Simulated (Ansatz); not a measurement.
# One crystal, many levels of theory: Al2InN3 (Cmc2_1), part 2 of 2

Wanted: a ladder of band gaps for Al2InN3 (Cmc2_1), from density functionals to G0W0.

Ansatz 0.2.0; density functionals, hybrids and G0W0, plane waves, PAW. Known limits of the many-body steps: finite bands, screening cutoff and k mesh; no spin-orbit coupling in G0W0; d shells not analysed.

So far. Step 5 (HSE06 on the 6×6×4 mesh): Over mesh and listed points the gap is 3.499 eV, direct, at k = Γ. HSE06 against PBE: 3.499 − 2.292 = +1.207 eV, with the same mesh, files and cutoff, and both edges at the same k points. Step 6 (G0W0@PBE, 6×6×4 mesh, 780 empty bands, screening to 180 …): Over 35 of 39 irreducible mesh points the G0W0 gap is 3.519 eV, direct, at k = Γ. The PBE gap of this run on the mesh is 2.292 eV.

In doubt: masses and optical values from hybrid runs of this build are listed as unsure (step 7), which bears on the screening that GW takes from such a start.

### 7. G0W0@HSE06, 6×6×4 mesh, 780 empty bands, screening to 180 eV, PAW set soft_1 files

This step: G0W0 on HSE06, plane waves, PAW; PAW set soft_1.

input.yaml reads:

```yaml
crystal:
  lattice:
    - [4.8800190524, -2.8055151375, 0.0]
    - [4.8800190524, 2.8055151375, 0.0]
    - [0.0, 0.0, 5.1994618]
  atoms:
    - { symbol: Al, position: [0.00854286, 0.33490025, 0.99162672] }
    - { symbol: Al, position: [0.66509975, 0.99145714, 0.99162672] }
    - { symbol: Al, position: [0.99145714, 0.66509975, 0.49162672] }
    - { symbol: Al, position: [0.33490025, 0.00854286, 0.49162672] }
    - { symbol: In, position: [0.32191553, 0.67808447, 0.98638376] }
    - { symbol: In, position: [0.67808447, 0.32191553, 0.48638376] }
    - { symbol: "N", position: [0.03698256, 0.33358057, 0.35579997] }
    - { symbol: "N", position: [0.66641943, 0.96301744, 0.35579997] }
    - { symbol: "N", position: [0.96301744, 0.66641943, 0.85579997] }
    - { symbol: "N", position: [0.33358057, 0.03698256, 0.85579997] }
    - { symbol: "N", position: [0.29809134, 0.70190866, 0.40676283] }
    - { symbol: "N", position: [0.70190866, 0.29809134, 0.90676283] }
kpoints:
  mp_grid: { grid: [6, 6, 4] }
hamiltonian:
  xc: hse06
  pseudopotentials: { kind: paw, azcp: { folder: soft_1 } }
scf:
  occupations: { method: fixed }
gw:
  n_empty_bands: 780
  ecut_chi: 180.0
  qp_bands: [v4, c4]
  qp_kpoints: band_edges
  screening: { model: contour_deformation }
```

Started as:

```console
> ansatz run input.yaml --threads 2 --pin off --max-ram 92160MiB --backend cuda --events-out ev --progress --plain --runs-dir out --devices 1 --max-vram 13GiB
```

Numbers of over 12 decimals in the logs are rounded to 6 here.

Output:

```text
GPUs: using 1 of 1 available (devices: 1).
[...]
GPU FFT provider: cuFFT
GPU libraries: cuBLAS 13.8.2, cuFFT 12.4.0, cuSOLVER 12.3.4
Crystal: 12 atoms, lattice volume = 142.371 Å³
Basis set: ecut = 420 eV, 2793 PW (Γ)
Bands: 46, of which v1, the nominal top of the filled ones, is band 34 counted from 1 (33 counted from 0)
Symmetry: 4 space group operations
[...]
k-points: 39 of 144 (time reversal used)
[...]
0    37     13.8569    -5.6132    -4.0463    -9.8177  0.8450    14.0153    14.0151  root
     0    38     14.2496    -6.1456    -4.1235   -10.4423  0.8416    14.4229    14.4226  root
[...]
37    35     13.1417    -8.3884    -4.0852   -12.7231  0.8354    13.3917    13.3913  root
    37    36     13.1919   -10.3765    -4.1591   -14.8505  0.8208    13.5075    13.5068  root
    37    37     14.1557    -8.2595    -4.0836   -12.6150  0.8277    14.4283    14.4277  root
    37    38     14.7302    -7.5897    -4.2912   -12.1330  0.8270    14.9828    14.9823  root
[key lines of the parts left out:]
Free energy (F): -15669.741939 eV
Fermi energy:    7.378519 eV
```

Run time: 11 min. Hardware: 1 × NVIDIA H100 80GB HBM3 (shared by 6 runs) with 2 threads of AMD EPYC 7R13 (Zen 3), shared host; peak memory 7.4 GiB.

Numbers from this step:

```yaml
bands_summed: 814
rpa_eps_infinity_on_this_mesh_eigenvalues: 4.140, 4.153, 4.296
plane_waves_in_the_screening_matrix: 767
g0w0_gap_over_the_corrected_points: 4.100 eV
k_of_the_valence_top: 0, 0, 0
k_of_the_conduction_bottom: 0, 0, 0
starting_gap_on_the_mesh: 3.499 eV
z_at_the_valence_top: 0.7933
z_at_the_conduction_bottom: 0.8278
least_direct_g0w0_gap_over_the_corrected_points: 4.100 eV
```

Over 37 of 39 irreducible mesh points the G0W0 gap is 4.100 eV, direct, at k = Γ. The HSE06 gap of this run on the mesh is 3.499 eV. The two states that bound the G0W0 gap lie that far apart at the start, so the correction of the gap is 4.100 − 3.499 = +0.601 eV. G0W0@HSE06 against G0W0@PBE with 814 bands: 4.100 − 3.519 = +0.581 eV, with the same mesh, files and cutoffs, and both edges at the same k points.

### 8. The ladder

Each gap is the least one over the points named; times are wall times on shared hosts, not benchmarks. A G0W0 time includes the run's own self-consistent start. Runs with listed points see these and the mesh alone, so an edge that moves elsewhere is missed. Rows marked * are further runs, not shown as steps, whose inputs differ from the G0W0 step on the same start in the columns given; solver thresholds can differ too.

| level | mesh | files, cutoff | bands summed, screening | points | gap (eV) | valence top | conduction bottom | least direct gap (eV) | time |
| --- | --- | --- | --- | --- | --- | --- | --- | --- | --- |
| PBE | 6×6×4 | soft_1 PAW, 420 eV | - | mesh and path | 2.292 | Γ | Γ | 2.292 | 7.1 s |
| PBE+SOC | 6×6×4 | soft_1 PAW, 420 eV | - | mesh and listed points | 2.292 | Γ | Γ | 2.292 | 9.1 s |
| r2SCAN | 6×6×4 | soft_1 PAW, 500 eV | - | mesh and listed points | 2.738 | Γ | Γ | 2.738 | 8.2 s |
| HSE06 | 6×6×4 | soft_1 PAW, 420 eV | - | mesh and listed points | 3.499 | Γ | Γ | 3.499 | 91 s |
| G0W0@PBE* | 6×6×4 | soft_1 PAW, 420 eV | 162, 54 eV | 35 of 39 irreducible mesh points | 3.226 | Γ | Γ | 3.226 | 98 s |
| G0W0@PBE* | 6×6×4 | soft_1 PAW, 420 eV | 396, 108 eV | 35 of 39 irreducible mesh points | 3.443 | Γ | Γ | 3.443 | 2.5 min |
| G0W0@PBE | 6×6×4 | soft_1 PAW, 420 eV | 814, 180 eV | 35 of 39 irreducible mesh points | 3.519 | Γ | Γ | 3.519 | 6.2 min |
| G0W0@PBE* | 3×3×2 | soft_1 PAW, 420 eV | 396, 108 eV | all 8 irreducible mesh points | 3.440 | Γ | Γ | 3.440 | 19 s |
| G0W0@HSE06 | 6×6×4 | soft_1 PAW, 420 eV | 814, 180 eV | 37 of 39 irreducible mesh points | 4.100 | Γ | Γ | 4.100 | 11 min |

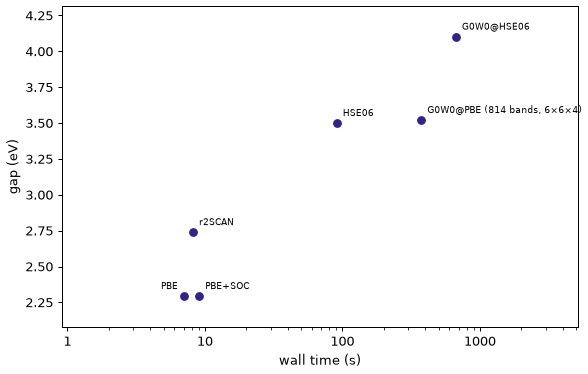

Gap against wall time for the runs shown as steps.

### 9. Results

```yaml
pbe_over_mesh_and_path: 2.292 eV
pbe_soc_over_mesh_and_listed_points: 2.292 eV
r2scan_over_mesh_and_listed_points: 2.738 eV
hse06_over_mesh_and_listed_points: 3.499 eV
g0w0_pbe_814_bands_6x6x4_over_35_of_39_irreducible_mesh_points: 3.519 eV
g0w0_hse06_over_37_of_39_irreducible_mesh_points: 4.100 eV
known_limits: finite bands, screening cutoff and k mesh; no spin-orbit coupling in G0W0; d shells not analysed
```

What this shows: The rows run from 2.292 eV (PBE) to 4.100 eV (G0W0@HSE06). They differ in mesh, plane-wave cutoff, bands and screening cutoff of G0W0 and the points over which the gap was sought as well as in level, so only pairs that share these are like for like. PBE+SOC against PBE: 2.292 − 2.292 = +0.000 eV, with the same mesh, set of files (read in its fully relativistic form for the spin-orbit run) and cutoff, and both edges at the same k points. The spin-orbit run sees mesh and listed points alone, so its gap is an upper bound: the coupling can move an edge off these points, the more so as this crystal has no centre of inversion, and the change over the zone, its sign included where it is small, is not known. HSE06 against PBE: 3.499 − 2.292 = +1.207 eV, with the same mesh, files and cutoff, and both edges at the same k points. G0W0@HSE06 against G0W0@PBE with 814 bands: 4.100 − 3.519 = +0.581 eV, with the same mesh, files and cutoffs, and both edges at the same k points. G0W0@PBE (814 bands, 6×6×4) moves the gap of its own start on the mesh by 3.519 − 2.292 = +1.227 eV, between the same two levels. Both edges that PBE shows over mesh and path lie at k points where levels were corrected. Levels at other points were not corrected, so a lower G0W0 gap elsewhere in the zone is not ruled out. G0W0@HSE06 moves the gap of its own start on the mesh by 4.100 − 3.499 = +0.601 eV, between the same two levels. Both edges that HSE06 shows over mesh and listed points lie at k points where levels were corrected. Levels at other points were not corrected, so a lower G0W0 gap elsewhere in the zone is not ruled out. What spin-orbit coupling does to the G0W0 levels was not computed, so no sum with the G0W0 gap is formed. For G0W0@PBE: from 162 bands and 54 eV to 814 bands and 180 eV the gap moves by 3.519 − 3.226 = +0.293 eV (rung by rung 3.226, 3.443, 3.519 eV); bands and screening cutoff rise together, so their parts are not told apart. A line in one over the bands through the two highest rungs gives 3.519 + (3.519 − 3.443) × 396 / (814 − 396) = 3.591 eV, and through the pair below 3.443 + (3.443 − 3.226) × 162 / (396 − 162) = 3.593 eV. The two agree within 0.03 eV and the same two states bound the gap in each rung, so 3.591 eV is taken as an estimate of the limit on this mesh. The other G0W0 rows are shown at one basis each (814 bands), so their distance from the limit is not known here. With the 3×3×2 mesh in place of the 6×6×4 mesh and all else as in the G0W0@PBE row with 396 bands, the gap differs by 3.440 − 3.443 = −0.003 eV, and that of the start by 2.290 − 2.292 = −0.002 eV. The G0W0 runs are scalar-relativistic. One-shot GW is known to converge slowly in bands for compounds with shallow d shells. The cell holds In; the filling of the d shell and its place against the gap were not analysed here. G0W0 is shown with one set of atomic data (soft_1 PAW), so the error from the files is not known here. Failed or unusable runs of this series, left out of the table: G0W0@PBE (6×6×4 mesh, soft_1 PAW files, 420 eV, 780 empty bands) reached its time limit after 14 min.

[Paths, hosts, dates, memory and timing lines, banners, echoed tables and standing remarks are left out of the program output.]

[Logs are printed without paths, hosts, clocks, repeated set-up lines and the standing remarks that a program may print on its own settings, such as how far it seeks lower states.]

[Runs of the session that timed out or met a known fault of the program may be left out.]

[Cells called generated may have been cut or substituted from an entry of the Crystallography Open Database or the Materials Project.]

[Hosts, paths, dates, database ids (printed as entryN), source tags and the programs' standing remarks are cut or masked in the printed files.]

[Where an RPA ε∞ is given, it is that of the G0W0 mesh and is not shown converged in it. Names of k-points follow the symmetry that the program found, which can be lower than the space group named. Band edges on a path are those of the sampled points; other points can move an edge, and change direct to indirect where valleys lie close.]

[Hybrid gaps are those of their k-mesh and are not shown converged in it.]
